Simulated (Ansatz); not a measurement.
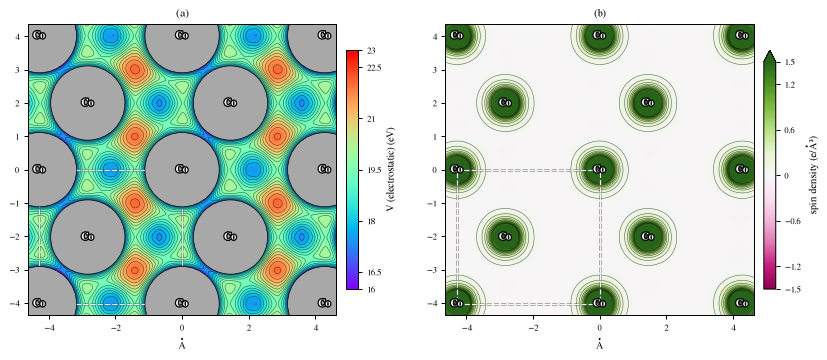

The picture shows: Co. (a) electrostatic potential (local pseudopotential plus Hartree) felt by an electron; (b) magnetisation density (up minus down) on the (010) plane of the conventional cell. Grey discs cover the atomic cores in the potential map.

Space group C2/m; a structure from a database of computed crystals, not necessarily the ambient phase; changed on purpose from its base cell (atoms moved at random by about 0.05 A); computed pressure about −6 GPa in this cell; spin-polarised.

These are results of Kohn-Sham DFT of a periodic cell, PBEsol, Ansatz PAW in Ansatz 0.2.0, not measurements.

Question: Describe what can be read from this map.

Answer: The plane passes through Co nuclei.
The spin density sits on Co: +1.7 μB (×4) in one cell of 4 atoms: parallel main moments (a ferromagnetic arrangement) in this solution. The cell of the calculation (2 atoms) carries 3.2 μB of net spin moment.
Outside the cores the potential energy rises away from the atoms and is highest about 1.7 Å from the nearest atoms; its zero is arbitrary.

Question: Does the calculation make it a metal, or give it a gap?

Answer: It is metallic or semimetallic at this level of theory: no gap opens.
